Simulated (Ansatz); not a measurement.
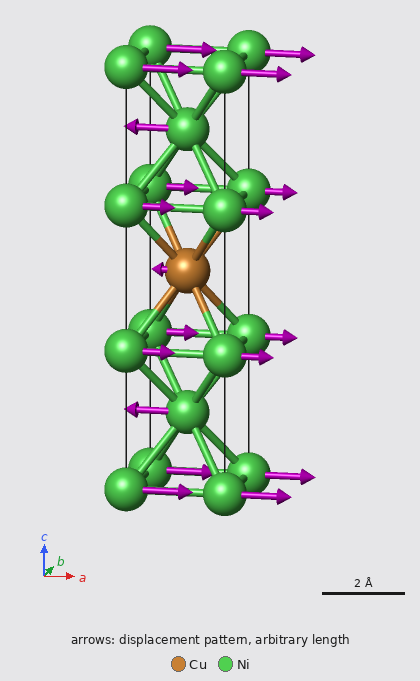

One vibrational mode of a crystal of CuNi5 (a generated structure) at the zone centre. The purple arrows give the relative displacements of the atoms. Style: ball-and-stick. Shown: the cell of the calculation, slightly off an axis.

Computed with DFT PBE, scalar-relativistic, plane waves, PAW in Ansatz 0.2.0.

Input file:
```yaml
crystal:
  lattice:
    - [2.4995385844, 0.0, 0.0]
    - [0.0, 2.4995385844, 0.0]
    - [0.0, 0.0, 10.6208687987]
  atoms:
    - { symbol: Cu, position: [0.5, 0.5, 0.5] }
    - { symbol: Ni, position: [0.0, 0.0, 0.6719744999], spin: 0.57 }
    - { symbol: Ni, position: [0.5, 0.5, 0.8348816555], spin: 0.72 }
    - { symbol: Ni, position: [0.0, 0.0, 0.0], spin: 0.75 }
    - { symbol: Ni, position: [0.5, 0.5, 0.1651183445], spin: 0.72 }
    - { symbol: Ni, position: [0.0, 0.0, 0.3280255001], spin: 0.57 }
basis:
  ecutwfc: 420
kpoints:
  mp_grid: { grid: [14, 14, 4] }
hamiltonian:
  xc: pbe
scf:
  occupations: { method: gaussian, width: 0.2 }
output:
  eigenvalues: true
  populations: true
magnetization:
  spin_polarized: true
phonons:
  method: dfpt
  eigenvectors: true
```

Launched with:
```bash
ansatz run input.yaml --threads 4 --pin off --max-ram 8192MiB --backend cpu --events-out ev --progress --plain --runs-dir out
```

The frequencies depend somewhat on the k-mesh and the smearing.

> Give the symmetry, activity and frequency of this mode.

This is the E_u mode (doubly degenerate; one member of the set is drawn) at 208 cm⁻¹, optical level 7 of 10, counted from below, infrared-active by symmetry. The Ni (1a) and Ni (2g) sublattices move against the Ni (2h) and Cu sublattices, along a; the kinetic energy is shared as Ni 96 %, Cu 4 %. The crystal is a metal, so free carriers screen the infrared response.
